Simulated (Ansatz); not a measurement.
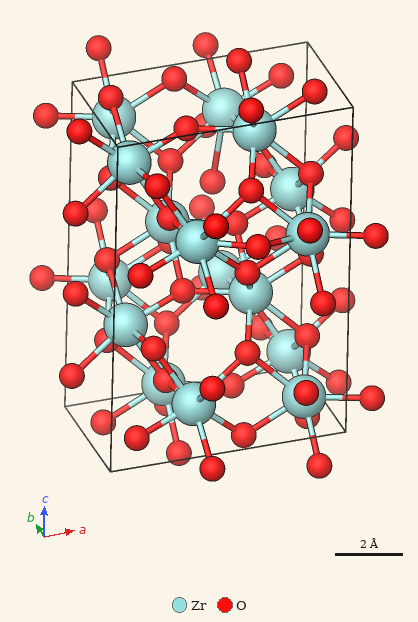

Figure 1. The starting structure (ball-and-stick view of the cell of the calculation, seen slightly off an axis; bonded neighbours outside the cell are drawn too). An atom can appear more than once, as a periodic image.

Run report: Zr$_{16}$O$_{33}$, geometry relaxation (part 1 of 3)

The run: geometry relaxation of Zr$_{16}$O$_{33}$ (defect cell, 49 atoms in the cell). Method and program: DFT PBEsol, scalar-relativistic, plane waves, PAW, PAW set soft_1, spin-polarised (Ansatz 0.2.0).

The structure derives from an entry of the Crystallography Open Database. It belongs to a series of runs on one base structure; here: start relaxed.

The input:
```yaml
accuracy: low
crystal:
  lattice:
    - [-5.1477, -5.2096, 0.0]
    - [5.1477, -5.2096, 0.0]
    - [-1.702732, 0.0, 10.495577]
  atoms:
    - { symbol: Zr, position: [0.3424, 0.6177, 0.10455] }
    - { symbol: Zr, position: [0.8677, 0.5924, 0.14545] }
    - { symbol: Zr, position: [0.6576, 0.3823, 0.39545] }
    - { symbol: Zr, position: [0.1323, 0.4076, 0.35455] }
    - { symbol: O, position: [0.3015, 0.3695, 0.171] }
    - { symbol: O, position: [0.6195, 0.5515, 0.079] }
    - { symbol: O, position: [0.6985, 0.6305, 0.329] }
    - { symbol: O, position: [0.3805, 0.4485, 0.421] }
    - { symbol: O, position: [0.89555, 0.34455, 0.239] }
    - { symbol: O, position: [0.09455, 0.64555, 0.011] }
    - { symbol: O, position: [0.10445, 0.65545, 0.261] }
    - { symbol: O, position: [0.90545, 0.35445, 0.489] }
    - { symbol: Zr, position: [0.3424, 0.6177, 0.60455] }
    - { symbol: Zr, position: [0.8677, 0.5924, 0.64545] }
    - { symbol: Zr, position: [0.6576, 0.3823, 0.89545] }
    - { symbol: Zr, position: [0.1323, 0.4076, 0.85455] }
    - { symbol: O, position: [0.3015, 0.3695, 0.671] }
    - { symbol: O, position: [0.6195, 0.5515, 0.579] }
    - { symbol: O, position: [0.6985, 0.6305, 0.829] }
    - { symbol: O, position: [0.3805, 0.4485, 0.921] }
    - { symbol: O, position: [0.89555, 0.34455, 0.739] }
    - { symbol: O, position: [0.09455, 0.64555, 0.511] }
    - { symbol: O, position: [0.10445, 0.65545, 0.761] }
    - { symbol: O, position: [0.90545, 0.35445, 0.989] }
    - { symbol: Zr, position: [0.8424, 0.1177, 0.10455] }
    - { symbol: Zr, position: [0.3677, 0.0924, 0.14545] }
    - { symbol: Zr, position: [0.1576, 0.8823, 0.39545] }
    - { symbol: Zr, position: [0.6323, 0.9076, 0.35455] }
    - { symbol: O, position: [0.8015, 0.8695, 0.171] }
    - { symbol: O, position: [0.1195, 0.0515, 0.079] }
    - { symbol: O, position: [0.1985, 0.1305, 0.329] }
    - { symbol: O, position: [0.8805, 0.9485, 0.421] }
    - { symbol: O, position: [0.39555, 0.84455, 0.239] }
    - { symbol: O, position: [0.59455, 0.14555, 0.011] }
    - { symbol: O, position: [0.60445, 0.15545, 0.261] }
    - { symbol: O, position: [0.40545, 0.85445, 0.489] }
    - { symbol: Zr, position: [0.8424, 0.1177, 0.60455] }
    - { symbol: Zr, position: [0.3677, 0.0924, 0.64545] }
    - { symbol: Zr, position: [0.1576, 0.8823, 0.89545] }
    - { symbol: Zr, position: [0.6323, 0.9076, 0.85455] }
    - { symbol: O, position: [0.8015, 0.8695, 0.671] }
    - { symbol: O, position: [0.1195, 0.0515, 0.579] }
    - { symbol: O, position: [0.1985, 0.1305, 0.829] }
    - { symbol: O, position: [0.8805, 0.9485, 0.921] }
    - { symbol: O, position: [0.39555, 0.84455, 0.739] }
    - { symbol: O, position: [0.59455, 0.14555, 0.511] }
    - { symbol: O, position: [0.60445, 0.15545, 0.761] }
    - { symbol: O, position: [0.40545, 0.85445, 0.989] }
    - { symbol: O, position: [0.6008174, 0.9637321, 0.6264114], spin: 1.0 }
magnetization:
  spin_polarized: true
basis:
  ecutwfc: 420.0
kpoints:
  mp_grid: { grid: [1, 1, 1] }
hamiltonian:
  xc: pbesol
  pseudopotentials: { kind: paw, azcp: { folder: soft_1 } }
scf:
  occupations: { method: fermi_dirac, width: 0.05 }
  lower_state_search: "off"
relax:
  f_tol: 0.08
  max_steps: 25
  adjacent_minimum: "off"
output:
  write_density: true
  write_potential: true
  elf: true
  volumetric_format: npy
```

Run on 4 threads of Arm Neoverse V2, 24 GiB of memory available, shared host.

Launch command:
```bash
ansatz run input.yaml --threads 4 --pin off --max-ram 10240MiB --backend cpu --events-out ev --progress --plain --runs-dir out
```

Output:
```
Warning: [file] the record states the generating functional pbe (its physics header spells it `PBE`), which answers neither for hamiltonian.xc's functional nor for the pbesol family's — results may be inconsistent (PPs are generated against a specific XC)
Warning: [file] the record states the generating functional pbe (its physics header spells it `PBE`), which answers neither for hamiltonian.xc's functional nor for the pbesol family's — results may be inconsistent (PPs are generated against a specific XC)
Engine: ansatz 0.2.0, aarch64-unknown-linux-gnu
Pseudopotentials: kind: paw
Pseudopotential: Zr, paw, valence charge 12, recommended cutoff 420 eV (normal), [file]
Pseudopotential: O, paw, valence charge 6, recommended cutoff 420 eV (normal), [file]
Functional definition: PBEsol
  exchange = pbesol_x
  correlation = pbesol_c
Crystal: 49 atoms, lattice volume = 562.929 Å³
Basis set: ecut = 420 eV, 11017 PW (Γ), exchange–correlation on 100×100×144 points (8 copies of the dense FFT grid, shifted against one another)
Bands: 245, of which v1, the nominal top of the filled ones, is band 195 counted from 1 (194 counted from 0)
Symmetry: 1 space group operations
Space group: P1 (ITA 1), of the structure as read, at distance tolerance 8.3e-5 Å
Magnetic group: BNS 1.1 (UNI 1), of the structure as read, at distance tolerance 8.3e-5 Å
k-points: 1
Non-local potential: Zr, projectors of the file, l = 0: 3, l = 1: 2, l = 2: 2, l = 3: 1
Non-local potential: O, projectors of the file, l = 0: 2, l = 1: 2, l = 2: 1
PAW form: soft (Blöchl's): semilocal exchange-correlation on the pseudo side does not see the compensation charge
PAW frozen core: Zr, regenerated for the run's functional, and the local potential with it (the file was generated under x = pbe(κ = 0.804, μ = 0.2195149727645171), c = pbe(β = 0.06672455060314922))
PAW frozen core: O, regenerated for the run's functional, and the local potential with it (the file was generated under x = pbe(κ = 0.804, μ = 0.2195149727645171), c = pbe(β = 0.06672455060314922))
PAW one-centre angular grid: Zr, 590 points (default); XC on 64 Gauss nodes
PAW one-centre angular grid: O, 110 points (default); XC on 64 Gauss nodes
Initial density: superposition of atomic densities (chi_scale 0.1, normalization cell, long waves kept (reshape's long-wave potential 0.32 eV rms))
Starting moments: Σ|m| = 1 μB on 1 of 49 sites
Initial wavefunctions: pseudopotential atomic-orbital guess
Functional: x = pbesol(κ = 0.804, μ = 0.12345679012345678), c = pbesol(β = 0.046)
SCF iter   1: F=—  HF=-84649.541367 eV  |F-HF|=—  |Δ(HF+E_count)|=         —  Δρ=3.59e-2 (↑3.59e-2 ↓2.95e-2)  dr2=2.78e1  dr2_m=3.36e-1  M=0.183 μB ∫|m|=0.608 μB  β_m=0.30  ethr=3.10e-3  ⟨swp⟩=6.0  Hψ=1825  notcnv=0  defer=19
preconditioner: auto → Resta (q_TF=auto, 2.566 Å⁻¹)  ε∞=6.1  [insulator: Δε(μ)=0.230 eV  Ē_g=11.269 eV  σ=0.050 eV  W_gap=0.82  n_scr=152 (ndim 8)  ℏωp=25.3 eV  f_vac=0.000  D(μ)=3.32/eV (n_scr^D=10)  ε∞_Penn≈6.1]
spin=Collinear: Resta preconditioning applied to the charge; magnetization (m = ρ↑ − ρ↓) channel mixes plain (no charge-response kernel on spin).
SCF iter   2: F=—  HF=-84646.915408 eV  |F-HF|=—  |Δ(HF+E_count)|=    2.63e0  Δρ=2.26e-2 (↑2.24e-2 ↓2.26e-2)  dr2=1.02e1  dr2_m=2.71e-1  M=0.123 μB ∫|m|=0.422 μB  β_m=0.30  ethr=3.10e-3  ⟨swp⟩=2.5  Hψ=831  notcnv=0  defer=62
SCF iter   3: F=—  HF=-84645.831151 eV  |F-HF|=—  |Δ(HF+E_count)|=    1.08e0  Δρ=1.27e-2 (↑1.25e-2 ↓1.27e-2)  dr2=3.20e0  dr2_m=6.79e-2  M=0.829 μB ∫|m|=0.867 μB  β_m=0.30  ethr=2.61e-3  ⟨swp⟩=2.0  Hψ=579  notcnv=0  defer=84
SCF iter   4: F=—  HF=-84645.434800 eV  |F-HF|=—  |Δ(HF+E_count)|=   3.96e-1  Δρ=7.65e-3 (↑6.19e-3 ↓7.65e-3)  dr2=8.26e-1  dr2_m=8.15e-2  M=0.364 μB ∫|m|=0.491 μB  β_m=0.30  ethr=8.21e-4  ⟨swp⟩=2.0  Hψ=808  notcnv=0  defer=84
SCF iter   5: F=—  HF=-84645.362714 eV  |F-HF|=—  |Δ(HF+E_count)|=   7.21e-2  Δρ=3.94e-3 (↑3.94e-3 ↓3.60e-3)  dr2=1.67e-1  dr2_m=2.81e-2  M=0.526 μB ∫|m|=0.589 μB  β_m=0.30  ethr=2.12e-4  ⟨swp⟩=3.0  Hψ=686  notcnv=0  defer=84
SCF iter   6: F=—  HF=-84645.403878 eV  |F-HF|=—  |Δ(HF+E_count)|=   4.12e-2  Δρ=2.91e-3 (↑2.91e-3 ↓2.38e-3)  dr2=3.98e-2  dr2_m=2.38e-2  M=0.446 μB ∫|m|=0.524 μB  β_m=0.30  ethr=4.28e-5  ⟨swp⟩=2.0  Hψ=603  notcnv=0  defer=84
SCF iter   7: F=—  HF=-84645.425264 eV  |F-HF|=—  |Δ(HF+E_count)|=   2.14e-2  Δρ=2.15e-3 (↑2.08e-3 ↓2.15e-3)  dr2=8.14e-3  dr2_m=2.00e-2  M=0.393 μB ∫|m|=0.482 μB  β_m=0.30  ethr=1.02e-5  ⟨swp⟩=2.0  Hψ=790  notcnv=0  defer=84
SCF iter   8: F=—  HF=-84645.432401 eV  |F-HF|=—  |Δ(HF+E_count)|=   7.14e-3  Δρ=2.04e-3 (↑1.89e-3 ↓2.04e-3)  dr2=4.99e-3  dr2_m=1.81e-2  M=0.341 μB ∫|m|=0.446 μB  β_m=0.30  ethr=2.09e-6  ⟨swp⟩=2.0  Hψ=670  notcnv=0  defer=84
Mixer restart at iter 8: flushing history
spin-set hold released at iteration 8 (site moments contracting): the magnetisation degrees of freedom join the quasi-Newton model from the next iteration; the mixer history was flushed
SCF iter   9: F=—  HF=-84645.436104 eV  |F-HF|=—  |Δ(HF+E_count)|=   3.70e-3  Δρ=1.83e-3 (↑1.80e-3 ↓1.83e-3)  dr2=3.22e-3  dr2_m=1.54e-2  M=0.305 μB ∫|m|=0.422 μB  β_m=0.47  ethr=1.28e-6  ⟨swp⟩=2.0  Hψ=748  notcnv=0  defer=84
SCF iter  10: F=—  HF=-84645.447823 eV  |F-HF|=—  |Δ(HF+E_count)|=   1.17e-2  Δρ=1.73e-3 (↑1.66e-3 ↓1.73e-3)  dr2=1.12e-2  dr2_m=1.19e-2  M=0.163 μB ∫|m|=0.380 μB  β_m=0.55  ethr=8.25e-7  ⟨swp⟩=3.0  Hψ=962  notcnv=0  defer=84
SCF iter  11: F=—  HF=-84645.460191 eV  |F-HF|=—  |Δ(HF+E_count)|=   1.24e-2  Δρ=1.94e-3 (↑1.18e-3 ↓1.94e-3)  dr2=9.14e-3  dr2_m=1.06e-2  M=0.075 μB ∫|m|=0.519 μB  β_m=0.91  ethr=8.25e-7  ⟨swp⟩=3.0  Hψ=997  notcnv=0  defer=84
SCF iter  12: F=—  HF=-84645.474005 eV  |F-HF|=—  |Δ(HF+E_count)|=   1.38e-2  Δρ=1.91e-3 (↑1.69e-3 ↓1.91e-3)  dr2=1.52e-2  dr2_m=1.14e-2  M=0.016 μB ∫|m|=0.700 μB  β_m=0.96  ethr=8.25e-7  ⟨swp⟩=3.0  Hψ=1083  notcnv=0  defer=84
SCF iter  13: F=—  HF=-84645.488755 eV  |F-HF|=—  |Δ(HF+E_count)|=   1.47e-2  Δρ=3.01e-3 (↑1.09e-3 ↓3.01e-3)  dr2=5.91e-2  dr2_m=9.92e-3  M=0.004 μB ∫|m|=0.903 μB  β_m=0.47  ethr=8.25e-7  ⟨swp⟩=3.0  Hψ=1042  notcnv=0  defer=84  recentre
SCF iter  14: F=—  HF=-84645.481393 eV  |F-HF|=—  |Δ(HF+E_count)|=   7.36e-3  Δρ=9.19e-4 (↑6.75e-4 ↓9.19e-4)  dr2=5.87e-3  dr2_m=1.47e-3  M=0.006 μB ∫|m|=0.783 μB  β_m=0.62  ethr=8.25e-7  ⟨swp⟩=3.0  Hψ=962  notcnv=0  defer=84
SCF iter  15: F=—  HF=-84645.479250 eV  |F-HF|=—  |Δ(HF+E_count)|=   2.14e-3  Δρ=1.02e-3 (↑1.02e-3 ↓7.65e-4)  dr2=1.08e-3  dr2_m=3.66e-3  M=0.000 μB ∫|m|=0.952 μB  β_m=0.73  ethr=8.25e-7  ⟨swp⟩=3.0  Hψ=1075  notcnv=0  defer=84
SCF iter  16: F=—  HF=-84645.482641 eV  |F-HF|=—  |Δ(HF+E_count)|=   3.39e-3  Δρ=2.11e-4 (↑1.36e-4 ↓2.11e-4)  dr2=9.96e-5  dr2_m=1.27e-4  M=0.003 μB ∫|m|=0.859 μB  β_m=0.87  ethr=2.78e-7  ⟨swp⟩=3.0  Hψ=1088  notcnv=0  defer=84
SCF iter  17: F=—  HF=-84645.482710 eV  |F-HF|=—  |Δ(HF+E_count)|=   6.88e-5  Δρ=1.75e-4 (↑1.75e-4 ↓1.09e-4)  dr2=8.12e-5  dr2_m=8.26e-5  M=0.003 μB ∫|m|=0.860 μB  β_m=0.91  ethr=2.55e-8  ⟨swp⟩=10.5  Hψ=4160  notcnv=0
SCF iter  18: F=—  HF=-84645.482780 eV  |F-HF|=—  |Δ(HF+E_count)|=   6.99e-5  Δρ=1.02e-4 (↑1.02e-4 ↓4.64e-5)  dr2=5.14e-5  dr2_m=1.39e-5  M=0.003 μB ∫|m|=0.867 μB  β_m=0.94  ethr=2.08e-8  ⟨swp⟩=11.0  Hψ=4158  notcnv=0
SCF iter  19: F=—  HF=-84645.482734 eV  |F-HF|=—  |Δ(HF+E_count)|=   4.59e-5  Δρ=1.19e-4 (↑1.19e-4 ↓7.64e-5)  dr2=4.20e-5  dr2_m=4.12e-5  M=0.003 μB ∫|m|=0.860 μB  β_m=0.84  ethr=1.32e-8  ⟨swp⟩=10.5  Hψ=4140  notcnv=0
iter 20 did not close the SCF: its close was put off for a magnetic moment that had not settled (scf_convergence_deferred on its scf_iter line)
SCF iter  20: F=-84645.482781 eV  HF=-84645.482785 eV  |F-HF|=4.07e-6  |Δ(HF+E_count)|=   5.15e-5  Δρ=2.74e-5 (↑1.06e-5 ↓2.74e-5)  dr2=5.16e-6  dr2_m=9.18e-7  M=0.003 μB ∫|m|=0.872 μB  β_m=0.71  ethr=1.08e-8  ⟨swp⟩=10.5  Hψ=4146  notcnv=0
SCF iter  21: F=-84645.482785 eV  HF=-84645.482785 eV  |F-HF|=2.40e-7  |Δ(HF+E_count)|=   2.04e-7  Δρ=8.05e-6 (↑8.05e-6 ↓5.38e-6)  dr2=3.76e-7  dr2_m=1.41e-7  M=0.003 μB ∫|m|=0.873 μB  ethr=1.32e-9  ⟨swp⟩=7.0  Hψ=3237  notcnv=0
SCF 1 converged in 21 iterations: F = -84645.482785 eV  dr2 = 3.76e-7
  greatest PAW one-centre occupation: 0.997 electrons in one spin orbital (limit 2), on the Zr atom at site 37 (counted from 0), in its partial waves of l = 0
relax step   1: F+E_penalty+E_count = -84645.48278504 eV  Δ(F+E_penalty+E_count) = +0.000e0 eV  max|allowed force component| = 6.523e0 eV/Å  Δτ_max = 0.0000 Å  (21 SCF iters, dr2 threshold 1.00e-4 eV, accepted)
Initial density: handed on by an earlier stage of this run
Starting moments: Σ|m| = 1 μB on 1 of 49 sites; this step starts from the density that it was given
Initial wavefunctions: those handed on with the density
[...]
preconditioner: auto → Resta (q_TF=auto, 2.566 Å⁻¹)  ε∞=4.2  [insulator: Δε(μ)=1.256 eV  Ē_g=16.651 eV  σ=0.050 eV  W_gap=1.00  n_scr=152 (ndim 8)  ℏωp=29.6 eV  f_vac=0.023  D(μ)=0.00/eV (n_scr^D=0)  ε∞_Penn≈4.2]
spin=Collinear: Resta preconditioning applied to the charge; magnetization (m = ρ↑ − ρ↓) channel mixes plain (no charge-response kernel on spin).
WARN: the starting moments were not kept: the SCF closed with an absolute magnetisation of 2.2e-3 μB, where they sum to 1 μB in size (1 site). That is at most 0.1 of that sum. Measured as dr2_m measures the in/out step, that magnetisation stands 1.8e-6 eV from none, at or under the dr2_threshold of 1.0e-4 eV: it is no larger than a step whose dr2_m would equal this threshold. The system may hold no moment; this SCF shows only that its start led to no more than that. This SCF took its magnetisation from the state that an earlier stage of the run handed on, and the starting moments (crystal.atoms[].spin, magnetization.per_species, magnetization.initial_magnetization, or on a non-collinear deck that types none of these the spinor_matrix: blocks that start its atoms; where the total moment is fixed, keep their sum and leave initial_magnetization as it is) reach it only through that state. Under a hybrid functional, moments that its semilocal warm-up loses can be held through it (magnetization.spin_locking: {lock_spins: true, release_at_the_exchange_loop: true}, refused in a deck that types no crystal.atoms[].spin or magnetization.per_species, and beside md: or magnetic_configurations:, beside output.atomic_orbital_hamiltonian at one k-point under exchange of full range, and beside output.current_voltage). To try another start, change the starting moments or, where the run itself opened from a saved state (the deck's checkpoint.read, a session's seed or a resume), run it without that state.
  greatest PAW one-centre occupation: 0.996 electrons in one spin orbital (limit 2), on the Zr atom at site 14 (counted from 0), in its partial waves of l = 0
relax step   2: F+E_penalty+E_count = -84648.13732753 eV  Δ(F+E_penalty+E_count) = -2.655e0 eV  max|allowed force component| = 3.842e0 eV/Å  Δτ_max = 0.1949 Å  (12 SCF iters, dr2 threshold 1.00e-4 eV, accepted)
preconditioner: auto → Resta (q_TF=auto, 2.566 Å⁻¹)  ε∞=4.2  [insulator: Δε(μ)=1.927 eV  Ē_g=16.684 eV  σ=0.050 eV  W_gap=1.00  n_scr=152 (ndim 8)  ℏωp=29.6 eV  f_vac=0.022  D(μ)=0.00/eV (n_scr^D=0)  ε∞_Penn≈4.2]
spin=Collinear: Resta preconditioning applied to the charge; magnetization (m = ρ↑ − ρ↓) channel mixes plain (no charge-response kernel on spin).
the starting moments were not kept: the SCF closed with an absolute magnetisation of 2.7e-4 μB, where they sum to 1 μB in size (1 site). That is at most 0.1 of that sum. Measured as dr2_m measures the in/out step, that magnetisation stands 3.3e-8 eV from none, at or under the dr2_threshold of 1.0e-4 eV: it is no larger than a step whose dr2_m would equal this threshold.
  greatest PAW one-centre occupation: 0.996 electrons in one spin orbital (limit 2), on the Zr atom at site 13 (counted from 0), in its partial waves of l = 0
relax step   3: F+E_penalty+E_count = -84649.30262305 eV  Δ(F+E_penalty+E_count) = -1.165e0 eV  max|allowed force component| = 3.059e0 eV/Å  Δτ_max = 0.2000 Å  (8 SCF iters, dr2 threshold 1.00e-4 eV, accepted)
preconditioner: auto → Resta (q_TF=auto, 2.566 Å⁻¹)  ε∞=4.1  [insulator: Δε(μ)=2.290 eV  Ē_g=16.692 eV  σ=0.050 eV  W_gap=1.00  n_scr=152 (ndim 8)  ℏωp=29.6 eV  f_vac=0.020  D(μ)=0.00/eV (n_scr^D=0)  ε∞_Penn≈4.1]
spin=Collinear: Resta preconditioning applied to the charge; magnetization (m = ρ↑ − ρ↓) channel mixes plain (no charge-response kernel on spin).
the starting moments were not kept: the SCF closed with an absolute magnetisation of 2.9e-4 μB, where they sum to 1 μB in size (1 site). That is at most 0.1 of that sum. Measured as dr2_m measures the in/out step, that magnetisation stands 4.3e-8 eV from none, at or under the dr2_threshold of 1.0e-4 eV: it is no larger than a step whose dr2_m would equal this threshold.
relax step   4: F+E_penalty+E_count = -84649.84439186 eV  Δ(F+E_penalty+E_count) = -5.418e-1 eV  max|allowed force component| = 1.673e0 eV/Å  Δτ_max = 0.1947 Å  (8 SCF iters, dr2 threshold 1.00e-4 eV, accepted)
preconditioner: auto → Resta (q_TF=auto, 2.566 Å⁻¹)  ε∞=4.1  [insulator: Δε(μ)=3.032 eV  Ē_g=16.708 eV  σ=0.050 eV  W_gap=1.00  n_scr=152 (ndim 8)  ℏωp=29.6 eV  f_vac=0.018  D(μ)=0.00/eV (n_scr^D=0)  ε∞_Penn≈4.1]
spin=Collinear: Resta preconditioning applied to the charge; magnetization (m = ρ↑ − ρ↓) channel mixes plain (no charge-response kernel on spin).
the starting moments were not kept: the SCF closed with an absolute magnetisation of 2.6e-4 μB, where they sum to 1 μB in size (1 site). That is at most 0.1 of that sum. Measured as dr2_m measures the in/out step, that magnetisation stands 3.4e-8 eV from none, at or under the dr2_threshold of 1.0e-4 eV: it is no larger than a step whose dr2_m would equal this threshold.
```
